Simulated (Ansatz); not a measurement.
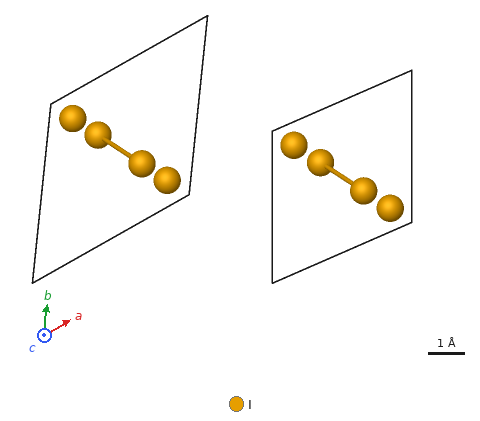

Two geometries of a crystal of I (built on the solid type) (coarse preliminary run), drawn at one scale. One is the start of a relaxation, the other its converged end. The picture is a ball-and-stick view of the cell of the calculation, seen along the c axis.

Computed with DFT PBE, scalar-relativistic, plane waves, PAW (Ansatz). Set-up: plane-wave cutoff 600 eV; k-point mesh 6 × 6 × 2; occupations gaussian; smearing width 0.05 eV; no spin polarisation; cell and atoms relaxed; force threshold 0.03 eV/Å; at most 60 steps.

### Which geometry has the lower energy?

The left one is the relaxed one. The largest moves relative to the cell, 0.047 Å, are those of I atoms. The drawn cell changes as follows: a = b 4.254 → 5.035 Å (+18.3 %), c 9.796 → 9.841 Å (+0.5 %), γ 66.4° → 54.6°; the volume changes by +25.2 %. Near-neighbour distances that change, for instance: I–I 2.717 → 2.812 Å. The space group stays Cmce (No. 64). Over 8 accepted moves (9 points after the start) the energy falls by 0.196 eV per cell of the calculation. Largest force component: 0.51 eV/Å at the start, 0.0054 eV/Å at the end. The pressure goes from 1.78 to −0.01 GPa. At 1 point the geometry stayed and the basis and grid were re-selected for the new cell (energy shift of 1.0 meV per cell of the calculation at most each time). The run took of the order of 110 core-seconds on a shared host.
